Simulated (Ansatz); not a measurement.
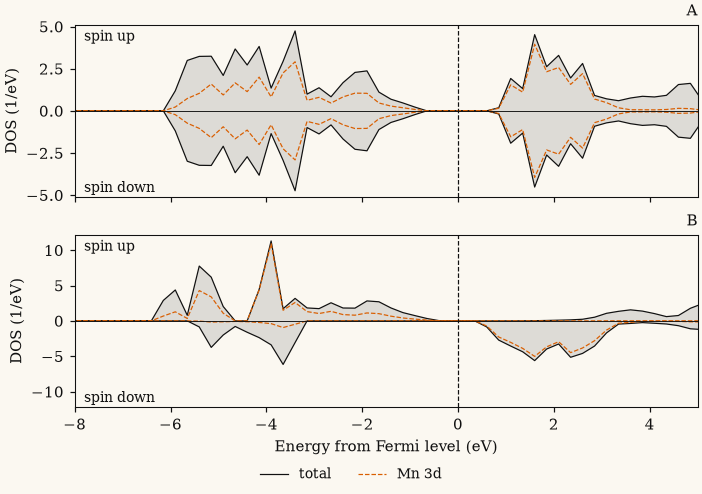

Spin-resolved densities of states of MnS, space group P6_3mc (No. 186), 4 atoms in the cell, in two magnetic states on the same cell (spin down negative; each from its own Fermi level). Computed with Ansatz: DFT with r2SCAN, PAW plane waves, spin-polarised, 7×7×4 k mesh, 500 eV cutoff, Fermi-Dirac smearing of 0.1 eV.

### Which panel is which state: ferromagnetic and antiferromagnetic?

A is antiferromagnetic (net moment 0.0 μB, local moments 9.5 μB in all, gap 1.68 eV); B is ferromagnetic (net moment 10.0 μB, local moments 10.0 μB in all, gap 0.90 eV). Unequal spin channels mark a net moment; equal ones mean that moments cancel or are absent.

### Which of these states is lowest in energy?

The antiferromagnetic one; the ferromagnetic state lies 46 meV an atom higher. Other orders weren't compared here.

The atoms aren't at rest in this cell (largest force 0.4 eV/Å), so the relaxed material can differ.
